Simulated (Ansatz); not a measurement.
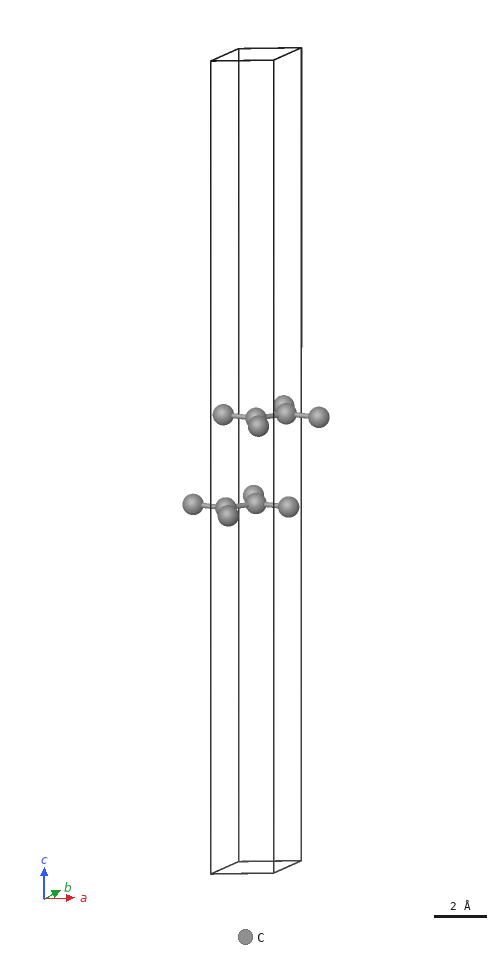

Crystal structure, ball-and-stick style, seen from the side at a slight tilt. Atoms at the boundary of the simulation cell (the box) are drawn once for each face, edge or corner they touch. Bonded neighbours in the next cells are drawn too.

C, a = 2.47 Å, b = 2.47 Å, c = 32.60 Å, α = 90.00°, β = 90.00°, γ = 60.00°.

Theory: Ansatz, DFT PBE+D3(BJ), scalar-relativistic, plane waves, PAW. Numerical settings: a 420 eV plane-wave basis, k-point mesh 21×21×1, Gaussian smearing of 0.1 eV, no spin polarisation.

**Metal or not?**

A semiconductor at this level, with a gap of 0.00 eV, direct.

Starting structure: a structure listed in the Materials Project, from which a slab or single sheet was cut. The atoms were relaxed in a fixed cell with DFT PBE+D3(BJ), scalar-relativistic, plane waves, PAW in Ansatz.
